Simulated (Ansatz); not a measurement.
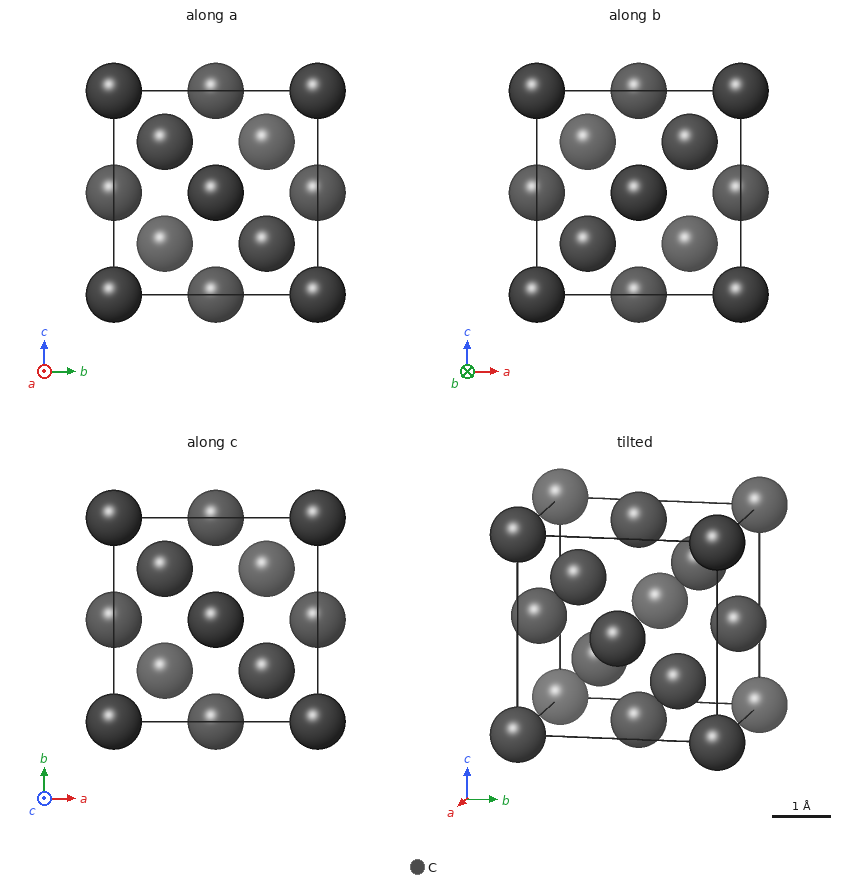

Spheres-only representation of a periodic structure, projected along the a axis, along the b axis, along the c axis and slightly off an axis. The edges of the conventional unit cell are marked.

Lattice parameters: a = 3.5538 Å, b = 3.5538 Å, c = 3.5538 Å, α = 90.000°, β = 90.000°, γ = 90.000°.

Write down what is shown as a CIF in P1 with every atom of the cell.

Answer.
```cif
data_structure
_symmetry_space_group_name_H-M 'P 1'
_symmetry_Int_Tables_number 1
_cell_length_a 3.5538
_cell_length_b 3.5538
_cell_length_c 3.5538
_cell_angle_alpha 90.000
_cell_angle_beta 90.000
_cell_angle_gamma 90.000
_cell_volume 44.88
loop_
_atom_site_label
_atom_site_type_symbol
_atom_site_fract_x
_atom_site_fract_y
_atom_site_fract_z
_atom_site_occupancy
C1 C 0.5000 0.0000 0.5000 1
C2 C 0.2500 0.7500 0.7500 1
C3 C 0.5000 0.5000 0.0000 1
C4 C 0.2500 0.2500 0.2500 1
C5 C 0.0000 0.0000 0.0000 1
C6 C 0.7500 0.7500 0.2500 1
C7 C 0.0000 0.5000 0.5000 1
C8 C 0.7500 0.2500 0.7500 1
```

Starting structure: a structure type filled with this element by a generator (whether the element takes this form wasn't checked). Atoms and cell were optimised with DFT PBEsol, scalar-relativistic, plane waves, PAW (Ansatz).
